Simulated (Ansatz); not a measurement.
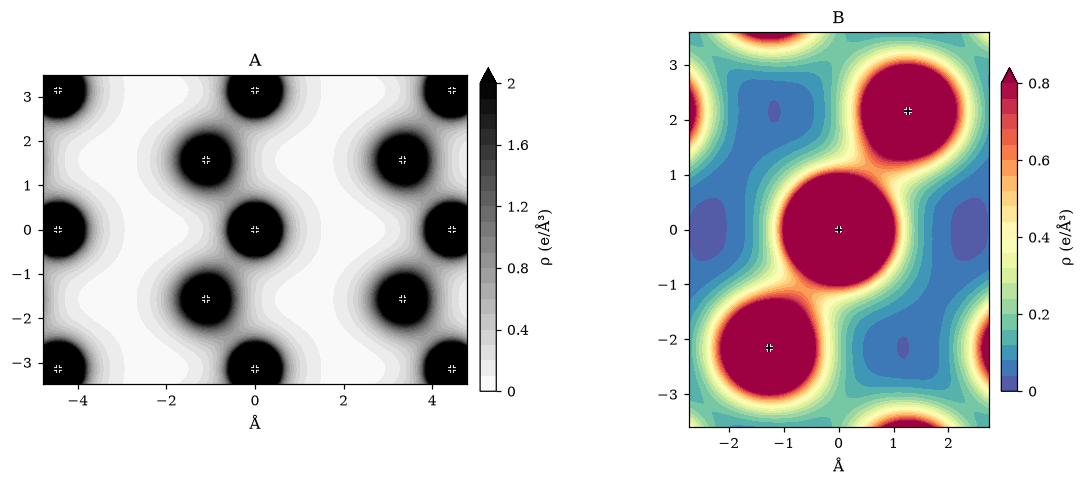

The valence charge density (pseudo) of 2 systems, each on a plane through atoms (crosses mark nuclei in the plane).

Level of theory: Ansatz 0.2.0, DFT, LDA, PAW with Ansatz's default frozen-core files, scalar-relativistic; relaxation of cell and atoms.

System 1: GaN, the (101) plane of the conventional cell. Space group F-43m; a structure from a database of computed crystals, not necessarily the ambient phase.

```
Ga N
1.0
     4.44131    0.00000    0.00000
     0.00000    4.44131    0.00000
     0.00000    0.00000    4.44131
Ga N
4 4
Direct
  0.50000 0.00000 0.50000
  0.00000 0.00000 0.00000
  0.00000 0.50000 0.50000
  0.50000 0.50000 0.00000
  0.75000 0.25000 0.75000
  0.25000 0.25000 0.25000
  0.25000 0.75000 0.75000
  0.75000 0.75000 0.25000
```

System 2: PtSe2, the (110) plane of the conventional cell. Space group P-3m1.

Which map belongs to which system?

Answer. Panel A is system 1, GaN: the plane holds Ga and N. Ga–N (1.92 Å): the density is about 0.78 e/Å³ at the midpoint. Panel B is system 2, PtSe2: the plane holds Pt and Se. Pt–Se (2.50 Å): ρ at the midpoint is about 0.59 e/Å³.
